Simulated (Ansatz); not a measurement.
Two G0W0 runs on SiC (F-43m).

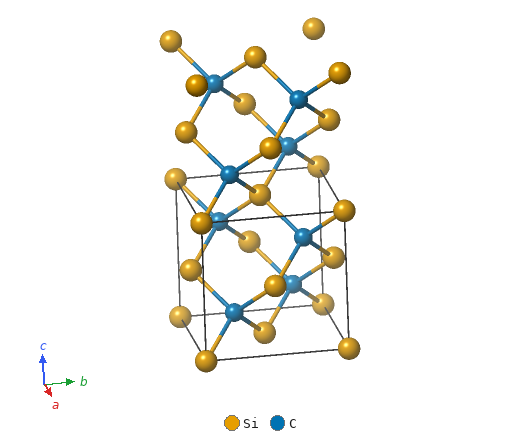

The structure (silicon orange, carbon blue). Bonds to atoms that aren't drawn are left out. 1×1×2 conventional cells are drawn. Some periodic images of atoms are drawn too.

```
Si C
1.0
     0.00000    2.17900    2.17900
     2.17900    0.00000    2.17900
     2.17900    2.17900    0.00000
Si C
1 1
Direct
  0.00000 0.00000 0.00000
  0.25000 0.25000 0.25000
```

The cell and positions come from the Crystallography Open Database and are kept as given unless a step says otherwise.

The first (Ansatz 0.2.0; start PBE with 40 % exact exchange, 8×8×8 mesh, 86 empty bands, screening to 150 eV, PAW set soft_1 files; 1 × NVIDIA H100 80GB HBM3 (shared by 6 runs) with 3 threads of AMD EPYC 7R13 (Zen 3), shared host) gave, on its mesh: starting gap 3.94 eV, G0W0 gap 3.03 eV, RPA ε∞ (mean) 4.58, 61 s.

The second gave: starting gap 7.43 eV, G0W0 gap 3.92 eV, RPA ε∞ (mean) 3.37, 1.7 min.

Q: What was changed in the input? Choose among start, files, mesh, bands and cutoff, frequency model or another key.

Changed: start from PBE with 40 % exact exchange to PBE with 90 % exact exchange. A jump of this size in the start, with ε∞ moving the other way, marks another functional. Other changes could give like numbers; this is the one that was made.

Limits: not at the basis limit.

[Paths, hosts, dates, memory and timing lines, banners, echoed tables and standing remarks are left out of the program output.]

[Logs are printed without paths, hosts, clocks, repeated set-up lines and the standing remarks that a program may print on its own settings, such as how far it seeks lower states.]

[Runs of the session that timed out or met a known fault of the program may be left out.]

[Cells called generated may have been cut or substituted from an entry of the Crystallography Open Database or the Materials Project.]

[Hosts, paths, dates, database ids (printed as entryN), source tags and the programs' standing remarks are cut or masked in the printed files.]
